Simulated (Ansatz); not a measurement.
## Electronic structure of SiRu3 in real space

Input file:

```
crystal:
  lattice:
    - [4.8130883832, 0.0, 0.0]
    - [0.0, 4.8130883832, 0.0]
    - [0.0, 0.0, 4.8130883832]
  atoms:
    - { symbol: Si, position: [0.0, 0.0, 0.0] }
    - { symbol: Si, position: [0.5, 0.5, 0.5] }
    - { symbol: Ru, position: [0.0, 0.5, 0.25] }
    - { symbol: Ru, position: [0.0, 0.5, 0.75] }
    - { symbol: Ru, position: [0.25, 0.0, 0.5] }
    - { symbol: Ru, position: [0.75, 0.0, 0.5] }
    - { symbol: Ru, position: [0.5, 0.75, 0.0] }
    - { symbol: Ru, position: [0.5, 0.25, 0.0] }
basis:
  ecutwfc: 420
kpoints:
  mp_grid: { grid: [8, 8, 8] }
hamiltonian:
  xc: pbe
scf:
  occupations: { method: gaussian, width: 0.1 }
output:
  forces: true
  stress: true
  eigenvalues: true
  write_density: true
  write_potential: true
  elf: true
  volumetric_format: npy
relax:
  adjacent_minimum: "off"
  f_tol: 0.01
  max_steps: 80
  cell: { stress_tol: 0.05 }
```

Run with:

```sh
ansatz run input.yaml --threads 1 --pin off --max-ram 2560MiB --backend cpu --events-out ev --progress --plain --runs-dir out
```

Below, planes, directions and counts refer to the conventional cell (a = 4.79 Å, b = 4.79 Å, c = 4.79 Å, α = 90.00°, β = 90.00°, γ = 90.00°).

The fields are those of the relaxed geometry.

Space group Pm-3n; started from the A15_223 prototype, which need not be the ambient phase; computed without spin polarisation.

These are results of Ansatz, DFT PBE, scalar-relativistic, plane waves, PAW, not measurements.

In a PAW calculation such maps are meaningful between the atoms, not at the nuclei.

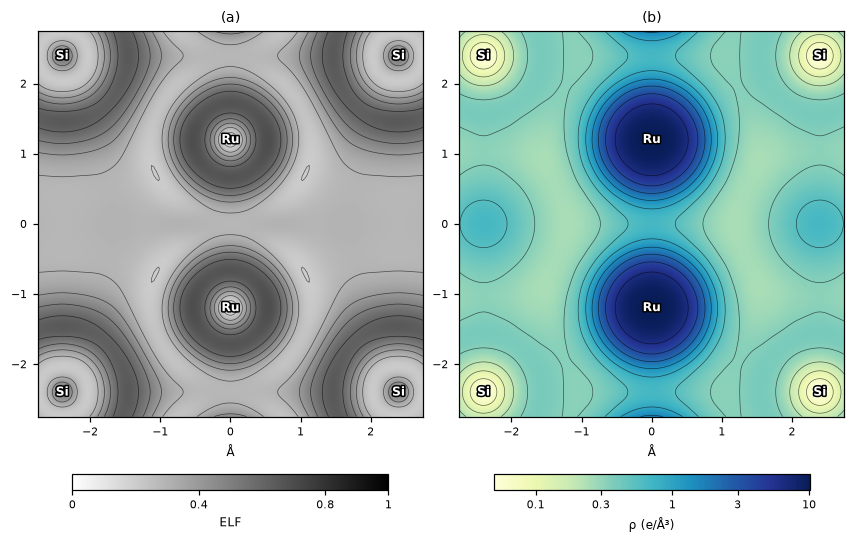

Figure 1. (a) electron localisation function; (b) valence pseudo-density on the (010) plane of the conventional cell.

**What does the map show?**

Atoms in the plane: Si and Ru.
Ru–Ru (2.40 Å): the density is about 0.67 e/Å³ at the midpoint; the ELF is about 0.30 at the midpoint (no localised pair shows between them).
Si–Ru (2.68 Å): the density is about 0.34 e/Å³ at the midpoint; the ELF peaks at about 0.65 in the valence shell of Si, 0.9 Å from its nucleus, and is about 0.35 at the midpoint.
Between the atoms the lowest density in this plane is 0.25 e/Å³.
The features right at Ru lie inside the PAW spheres, where the map follows smoothed inner orbitals and isn't to be read closely.

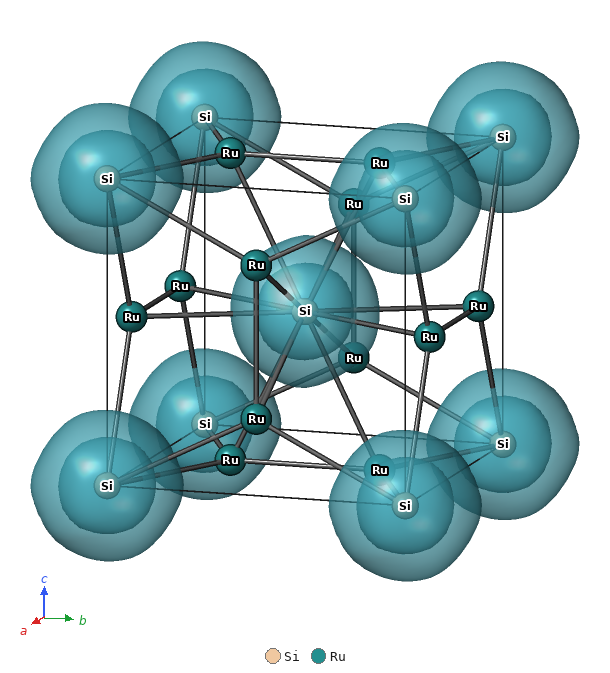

Figure 2. Isosurface of the ELF at 0.55 (cyan), seen slightly off an axis. Core shells and regions of very low density are left out. Sticks mark near contacts.

**Where are the electrons localised?**

The ELF exceeds this value in two regions wrapped around Si (the valence shell of each), counted in one cell of 8 atoms. Any copies at cell faces, edges or corners count once.

**Does the calculation make it a metal, or give it a gap?**

It is metallic or semimetallic at this level of theory: no gap opens.
